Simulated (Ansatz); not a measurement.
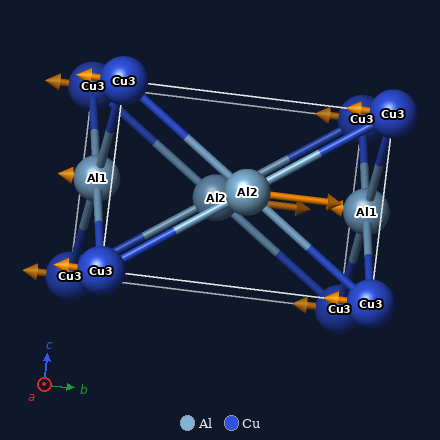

The system is Al₂Cu (P4/mmm, No. 123; 3 atoms in the cell); the picture shows the reference structure; orange arrows give the pattern of the mode. 
- The energy is mapped over a normal mode and a strain (zone-centre modes of the 3-atom cell of this scan) (x along [1 0 0], y along [0 1 0], z along [0 0 1] of the conventional cell).
- The first coordinate is: amplitude of mode 9 (339 cm⁻¹), largest displacement in the unstrained cell; the second: equal normal strain along x and y.
- Nothing is relaxed (the pattern is fixed in fractional coordinates).
- Grid: 9 × 7 points; 35 points were computed and 28 follow by symmetry.
- Points are written as (first, second).
- Energies: meV per cell, counted from the lowest grid point.
- These are results of DFT PBE, scalar-relativistic, plane waves, PAW in Ansatz 0.2.0, not measurements. Settings: cutoff 520 eV, k-mesh 10×10×14 in the order of the run's cell vectors, gaussian smearing 0.15 eV, no spin polarisation.

Its coordinates:

```xyz
3
Lattice="4.1212 0.0000 0.0000 0.0000 4.1212 0.0000 0.0000 0.0000 2.8847" Properties=species:S:1:pos:R:3 pbc="T T T"
Al    2.0606    0.0000    1.4424
Al    0.0000    2.0606    1.4424
Cu    0.0000    0.0000    0.0000
```

The input of one point:

```yaml
crystal:
  lattice:
    - [4.1211626268, 0.0, 0.0]
    - [0.0, 4.1211626268, 0.0]
    - [0.0, 0.0, 2.8847334069]
  atoms:
    - { symbol: Al, position: [0.5, 0.0, 0.5] }
    - { symbol: Al, position: [0.0, 0.5, 0.5] }
    - { symbol: Cu, position: [0.0, 0.0, 0.0] }
basis:
  ecutwfc: 520.0
kpoints:
  mp_grid: { grid: [10, 10, 14] }
hamiltonian:
  xc: pbe
  pseudopotentials: { kind: paw, azcp: { folder: soft_1 } }
scf:
  occupations: { method: gaussian, width: 0.15 }
output:
  forces: true
  stress: true
  eigenvalues: true
```

Range: amplitude of mode 9 (339 cm⁻¹), largest displacement in the unstrained cell from −0.142 to 0.142 Å; equal normal strain along x and y from −4.00 to 4.00 %.

What landscape does the calculation give?

Answer. The lowest grid point is at (0.000 Å, 0.00 %). It is the only kind of minimum in the scanned range. The highest grid point, (−0.142 Å, −4.00 %), lies 311 meV above the lowest.

| second ↓, first → | −0.142 | −0.106 | −0.071 | −0.035 | 0.000 | 0.035 | 0.071 | 0.106 | 0.142 |
| --- | --- | --- | --- | --- | --- | --- | --- | --- | --- |
| 4.00 | 201 | 148 | 112 | 90 | 83 | 90 | 112 | 148 | 201 |
| 2.67 | 168 | 111 | 70 | 47 | 39 | 47 | 70 | 111 | 168 |
| 1.33 | 151 | 89 | 45 | 19 | 10 | 19 | 45 | 89 | 151 |
| 0.00 | 153 | 85 | 38 | 9 | 0 | 9 | 38 | 85 | 153 |
| −1.33 | 178 | 105 | 53 | 22 | 12 | 22 | 53 | 105 | 178 |
| −2.67 | 230 | 150 | 94 | 61 | 50 | 61 | 94 | 150 | 230 |
| −4.00 | 311 | 226 | 166 | 130 | 118 | 130 | 166 | 226 | 311 |

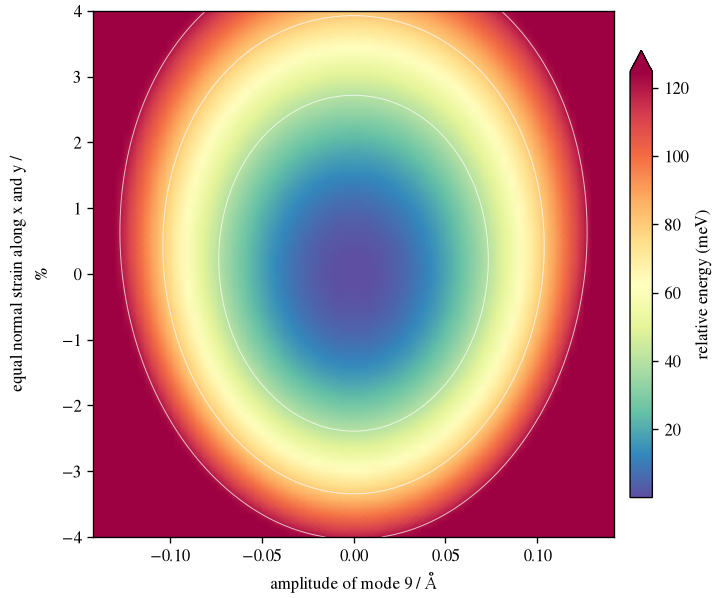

Drawn: a smooth colour map with a few white contour lines, one colour for all values above the top of the scale. Between grid points the surface is interpolated.

Time for the 35 points that were run: 18 min on 2 threads of Arm Neoverse N1 (shared host).
